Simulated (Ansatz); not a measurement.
## Ta: geometry relaxation (part 3 of 3)

Continued. System: Ta (slab, 12 atoms in the cell). Method: DFT PBE+D3(BJ), scalar-relativistic, plane waves, PAW, no spin polarisation (Ansatz 0.2.0); cutoff 420 eV, 6×6×1 k-mesh, Gaussian smearing of 0.1 eV. The structure derives from an entry of the Crystallography Open Database. The input holds or restrains some coordinates. Forces given for the steps count only the free coordinates. It belongs to a series of runs on one base structure; here: clean slab, lower half held.

Geometry of the input (Å; fractional positions):
```
5.6897  0.0000  0.0000
-1.8966  5.3643  0.0000
0.0000  0.0000  21.6456
Ta 0.2500  0.2500  0.3927
Ta 0.2500  0.7500  0.3927
Ta 0.7500  0.2500  0.3927
Ta 0.7500  0.7500  0.3927
Ta 0.5000  0.5000  0.5000
Ta 0.5000  0.0000  0.5000
Ta 0.0000  0.5000  0.5000
Ta 0.0000  0.0000  0.5000
Ta 0.7500  0.7500  0.6073
Ta 0.7500  0.2500  0.6073
Ta 0.2500  0.7500  0.6073
Ta 0.2500  0.2500  0.6073
```

Output, continued:
```
  k-point 1: bands = ["-64.3611", "-64.3537", "-64.3022", "-64.2994", "-64.2949", "-64.2921", "-64.2583", "-64.2535", "-64.0091", "-63.9616", "-63.9546", "-63.9110", "-31.3859", "-31.3583", "-31.3555", "-31.3246", "-31.2911", "-31.2803", "-31.2593", "-31.2572", "-31.2208", "-31.0371", "-31.0257", "-31.0234", "-30.9692", "-30.9372", "-30.9143", "-30.9072", "-30.8462", "-30.6838", "-30.6554", "-30.5898", "-30.5828", "-30.5483", "-30.5459", "-30.4984", "-30.4582", "-30.4096", "-30.3192", "-30.3158", "-30.3003", "-30.2876", "-30.2784", "-30.2657", "-30.1386", "-30.1379", "-30.0927", "-30.0650", "-4.0811", "-2.4039", "-1.3458", "-1.1827", "-0.8679", "-0.8597", "-0.7468", "-0.7077", "-0.4253", "-0.3255", "0.0113", "0.1931", "0.2610", "1.3905", "1.4929", "1.5528", "1.5768", "1.6107", "1.6141", "1.7326", "1.7651", "1.8842", "2.2984", "2.5584", "2.6016", "2.6841", "2.7157", "3.2778", "3.3214", "3.4318", "3.5971", "3.9405", "3.9875", "4.0910", "4.1212", "4.1742", "4.3309", "5.0221", "5.2059", "5.2404", "5.8039", "6.1448", "6.1693", "6.2212", "6.2749", "6.4863"]
  k-point 2: bands = ["-64.3486", "-64.3424", "-64.3145", "-64.3111", "-64.2870", "-64.2841", "-64.2659", "-64.2618", "-63.9991", "-63.9717", "-63.9454", "-63.9202", "-31.3376", "-31.2789", "-31.2753", "-31.2527", "-31.2486", "-31.2455", "-31.2081", "-31.1695", "-31.0766", "-31.0706", "-31.0396", "-31.0321", "-30.9796", "-30.9358", "-30.8755", "-30.8705", "-30.8444", "-30.7315", "-30.7010", "-30.6865", "-30.6679", "-30.5970", "-30.5736", "-30.4919", "-30.4544", "-30.4016", "-30.3825", "-30.3690", "-30.3139", "-30.2929", "-30.2837", "-30.2687", "-30.2649", "-30.2527", "-30.0919", "-30.0818", "-3.4493", "-1.8230", "-1.7064", "-0.8660", "-0.7204", "-0.3926", "-0.3278", "-0.2423", "-0.0582", "0.0635", "0.1038", "0.7826", "0.8966", "1.3462", "1.3970", "1.5524", "1.5908", "1.5923", "1.6719", "1.8230", "2.1155", "2.1278", "2.3159", "2.3501", "2.3738", "2.5036", "2.5876", "2.8118", "2.8176", "2.9814", "3.0617", "3.1690", "3.3370", "3.5733", "3.8307", "4.0565", "4.1994", "4.5984", "4.6375", "4.7931", "5.2649", "5.5585", "5.8207", "6.0259", "6.1039", "6.2821"]
  k-point 12: bands = ["-64.3107", "-64.3107", "-64.3044", "-64.3044", "-64.2978", "-64.2978", "-64.2951", "-64.2951", "-63.9605", "-63.9605", "-63.9578", "-63.9578", "-31.1934", "-31.1934", "-31.1365", "-31.1365", "-31.1332", "-31.1332", "-30.9557", "-30.9557", "-30.9240", "-30.9240", "-30.9067", "-30.9067", "-30.8364", "-30.8364", "-30.8240", "-30.8240", "-30.8239", "-30.8239", "-30.7993", "-30.7993", "-30.7842", "-30.7842", "-30.7072", "-30.7072", "-30.5401", "-30.5401", "-30.5386", "-30.5386", "-30.3784", "-30.3784", "-30.3321", "-30.3321", "-30.3118", "-30.3118", "-30.2890", "-30.2890", "-2.0213", "-2.0213", "-0.5061", "-0.5061", "-0.4871", "-0.4871", "0.1858", "0.1858", "0.5149", "0.5149", "1.4871", "1.4871", "1.4928", "1.4928", "1.5096", "1.5096", "1.7108", "1.7108", "1.8783", "1.8783", "2.2404", "2.2404", "2.2745", "2.2745", "2.8931", "2.8931", "2.9204", "2.9204", "3.0068", "3.0068", "3.1785", "3.1785", "3.2108", "3.2108", "3.6247", "3.6247", "4.0325", "4.0325", "4.1345", "4.1345", "4.8759", "4.8759", "5.0486", "5.0486", "5.2653", "5.2653"]
--- Relaxed structure (5 steps of the walk, 3 accepted, 0 SCFs on fresh bases) ---
  F+E_penalty+E_count = -119183.12428451 eV   max|allowed force component| = 2.676e-2 eV/Å
  atoms:
    - { symbol: Ta, position: [0.25, 0.25, 0.39268921400000006] }
    - { symbol: Ta, position: [0.24999999999999997, 0.7499999999999999, 0.39268921400000006] }
    - { symbol: Ta, position: [0.75, 0.24999999999999997, 0.39268921400000006] }
    - { symbol: Ta, position: [0.75, 0.75, 0.39268921400000006] }
    - { symbol: Ta, position: [0.5, 0.5, 0.49791793235256016] }
    - { symbol: Ta, position: [0.5, 0.0, 0.49791793235256016] }
    - { symbol: Ta, position: [-2.7755575615628914e-17, 0.5, 0.49791793235256016] }
    - { symbol: Ta, position: [0.0, 0.0, 0.49791793235256016] }
    - { symbol: Ta, position: [0.75, 0.75, 0.6029219845158906] }
    - { symbol: Ta, position: [0.75, 0.24999999999999997, 0.6029219845158906] }
    - { symbol: Ta, position: [0.24999999999999997, 0.7499999999999999, 0.6029219845158906] }
    - { symbol: Ta, position: [0.25, 0.25, 0.6029219845158906] }
```

Trajectory as extended XYZ (Å, eV, eV/Å), 5 frames, from step=1 to step=5:
```
12
Lattice="5.6897 0.0000 0.0000 -1.8966 5.3643 0.0000 0.0000 0.0000 21.6456" Properties=species:S:1:pos:R:3:forces:R:3 step=1 energy=-119183.05127
Ta    0.9483    1.3411    8.5000    0.0000   0.0000   0.3407
Ta    0.0000    4.0232    8.5000    0.0000   0.0000   0.3407
Ta    3.7931    1.3411    8.5000    0.0000   0.0000   0.3407
Ta    2.8448    4.0232    8.5000    0.0000   0.0000   0.3407
Ta    1.8966    2.6821   10.8228    0.0000   0.0000   0.0000
Ta    2.8448    0.0000   10.8228    0.0000   0.0000   0.0000
Ta   -0.9483    2.6821   10.8228    0.0000   0.0000   0.0000
Ta    0.0000    0.0000   10.8228    0.0000   0.0000   0.0000
Ta    2.8448    4.0232   13.1456    0.0000   0.0000  -0.3407
Ta    3.7931    1.3411   13.1456    0.0000   0.0000  -0.3407
Ta    0.0000    4.0232   13.1456    0.0000   0.0000  -0.3407
Ta    0.9483    1.3411   13.1456    0.0000   0.0000  -0.3407
12
Lattice="5.6897 0.0000 0.0000 -1.8966 5.3643 0.0000 0.0000 0.0000 21.6456" Properties=species:S:1:pos:R:3:forces:R:3 step=2 energy=-119183.05108 accepted=F
Ta    0.9483    1.3411    8.5000    0.0000   0.0000  -0.2548
Ta    0.0000    4.0232    8.5000    0.0000   0.0000  -0.2548
Ta    3.7931    1.3411    8.5000    0.0000   0.0000  -0.2548
Ta    2.8448    4.0232    8.5000    0.0000   0.0000  -0.2548
Ta    1.8966    2.6821   10.7421    0.0000   0.0000  -0.2340
Ta    2.8448    0.0000   10.7421    0.0000   0.0000  -0.2340
Ta   -0.9483    2.6821   10.7421    0.0000   0.0000  -0.2340
Ta    0.0000    0.0000   10.7421    0.0000   0.0000  -0.2340
Ta    2.8448    4.0232   12.9507    0.0000   0.0000   0.4891
Ta    3.7931    1.3411   12.9507    0.0000   0.0000   0.4891
Ta    0.0000    4.0232   12.9507    0.0000   0.0000   0.4891
Ta    0.9483    1.3411   12.9507    0.0000   0.0000   0.4891
12
Lattice="5.6897 0.0000 0.0000 -1.8966 5.3643 0.0000 0.0000 0.0000 21.6456" Properties=species:S:1:pos:R:3:forces:R:3 step=3 energy=-119183.05127
Ta    0.9483    1.3411    8.5000    0.0000   0.0000   0.3410
Ta    0.0000    4.0232    8.5000    0.0000   0.0000   0.3410
Ta    3.7931    1.3411    8.5000    0.0000   0.0000   0.3410
Ta    2.8448    4.0232    8.5000    0.0000   0.0000   0.3410
Ta    1.8966    2.6821   10.8228    0.0000   0.0000   0.0000
Ta    2.8448    0.0000   10.8228    0.0000   0.0000   0.0000
Ta   -0.9483    2.6821   10.8228    0.0000   0.0000   0.0000
Ta    0.0000    0.0000   10.8228    0.0000   0.0000   0.0000
Ta    2.8448    4.0232   13.1456    0.0000   0.0000  -0.3410
Ta    3.7931    1.3411   13.1456    0.0000   0.0000  -0.3410
Ta    0.0000    4.0232   13.1456    0.0000   0.0000  -0.3410
Ta    0.9483    1.3411   13.1456    0.0000   0.0000  -0.3410
12
Lattice="5.6897 0.0000 0.0000 -1.8966 5.3643 0.0000 0.0000 0.0000 21.6456" Properties=species:S:1:pos:R:3:forces:R:3 step=4 energy=-119183.05105 accepted=F
Ta    0.9483    1.3411    8.5000    0.0000   0.0000  -0.2546
Ta    0.0000    4.0232    8.5000    0.0000   0.0000  -0.2546
Ta    3.7931    1.3411    8.5000    0.0000   0.0000  -0.2546
Ta    2.8448    4.0232    8.5000    0.0000   0.0000  -0.2546
Ta    1.8966    2.6821   10.7421    0.0000   0.0000  -0.2343
Ta    2.8448    0.0000   10.7421    0.0000   0.0000  -0.2343
Ta   -0.9483    2.6821   10.7421    0.0000   0.0000  -0.2343
Ta    0.0000    0.0000   10.7421    0.0000   0.0000  -0.2343
Ta    2.8448    4.0232   12.9507    0.0000   0.0000   0.4892
Ta    3.7931    1.3411   12.9507    0.0000   0.0000   0.4892
Ta    0.0000    4.0232   12.9507    0.0000   0.0000   0.4892
Ta    0.9483    1.3411   12.9507    0.0000   0.0000   0.4892
12
Lattice="5.6897 0.0000 0.0000 -1.8966 5.3643 0.0000 0.0000 0.0000 21.6456" Properties=species:S:1:pos:R:3:forces:R:3 step=5 energy=-119183.12428
Ta    0.9483    1.3411    8.5000    0.0000   0.0000   0.0427
Ta    0.0000    4.0232    8.5000    0.0000   0.0000   0.0427
Ta    3.7931    1.3411    8.5000    0.0000   0.0000   0.0427
Ta    2.8448    4.0232    8.5000    0.0000   0.0000   0.0427
Ta    1.8966    2.6821   10.7777    0.0000   0.0000  -0.0268
Ta    2.8448    0.0000   10.7777    0.0000   0.0000  -0.0268
Ta   -0.9483    2.6821   10.7777    0.0000   0.0000  -0.0268
Ta    0.0000    0.0000   10.7777    0.0000   0.0000  -0.0268
Ta    2.8448    4.0232   13.0506    0.0000   0.0000  -0.0159
Ta    3.7931    1.3411   13.0506    0.0000   0.0000  -0.0159
Ta    0.0000    4.0232   13.0506    0.0000   0.0000  -0.0159
Ta    0.9483    1.3411   13.0506    0.0000   0.0000  -0.0159
```

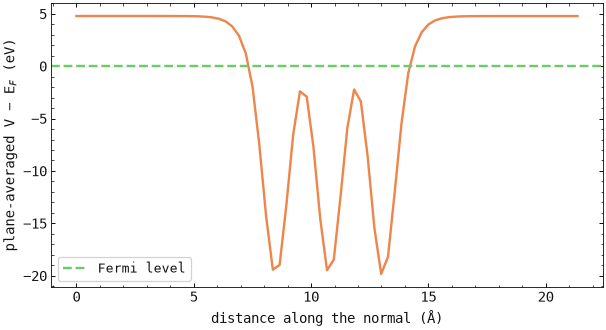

*Plane average of the electrostatic potential energy of an electron across the cell, from the Fermi level.*

The vacuum level lies 4.79 eV above the Fermi level.

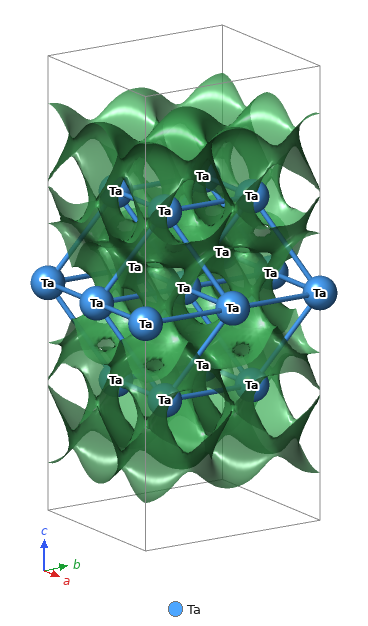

*Isosurface of the electron localisation function at 0.4 (green), seen slightly off an axis. Core shells and regions of very low density are left out. Sticks mark near contacts.*

The ELF exceeds this value in sheets that run through the cell in two directions, counted in one cell of 12 atoms.  Values along the shortest contacts: Ta–Ta (2.80 Å): the ELF is about 0.30 at the midpoint (no shared electron pair). The fields are those of the smooth PAW valence density.

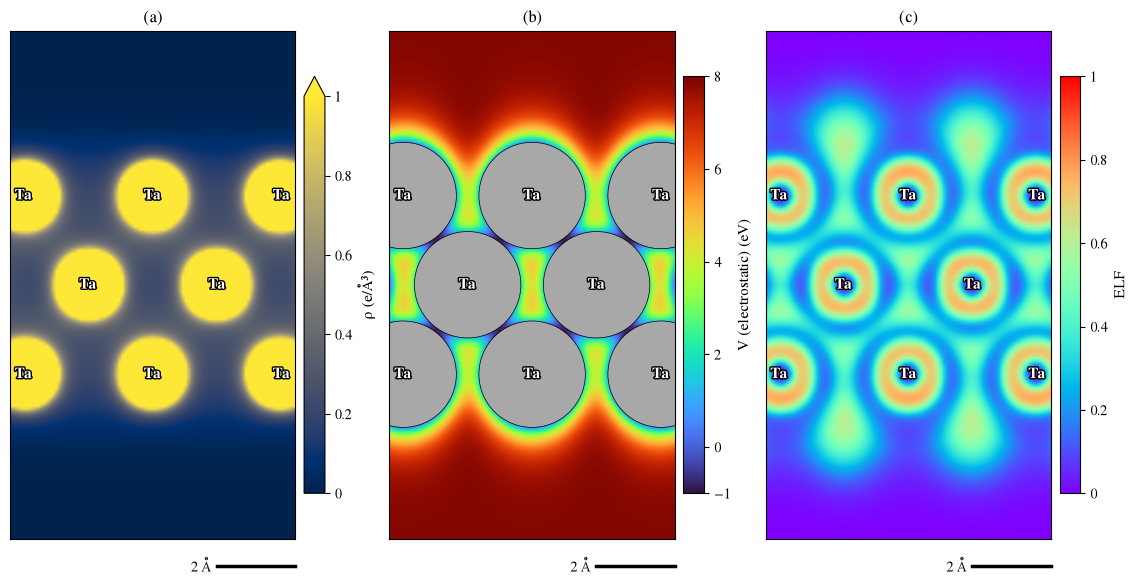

*(a) valence pseudo-density; (b) electrostatic potential (local pseudopotential plus Hartree) felt by an electron; (c) ELF on the (11̄0) plane of the calculation cell, a cut from vacuum to vacuum. Grey discs, where drawn, cover atomic cores.*

Atoms in the plane: Ta. Ta–Ta (2.81 Å): ρ at the midpoint is about 0.34 e/Å³; the ELF is about 0.30 at the midpoint; no localised pair between them. The density dies away to nearly zero in the vacuum. The strong features right at Ta lie inside the PAW spheres (semicore, d or f shells) and say nothing about bonding.

Results in brief:

| quantity | value |
| --- | --- |
| outcome | converged under the restraints of the input |
| electrons treated | 156 |
| free energy | −119183.1243 eV |
| work function, top face | 4.79 eV |
| work function, bottom face | 4.79 eV |
| Fermi energy | 3.089 eV |
| gap on the k-point mesh | none (metallic) |
| final volume | 660.65 Å³ |
| work function (upper face) | 4.79 eV |
| largest force (length of the vector) at the end, held atoms and coordinates included | 0.043 eV/Å |
| wall time | 58 s (CPU time 3.7 min) |
| peak memory | 1.8 GiB |

Remarks:

The program warns: the exchange-correlation potential is rough where the density is thin. Spin–orbit coupling is left out, which matters for Ta.
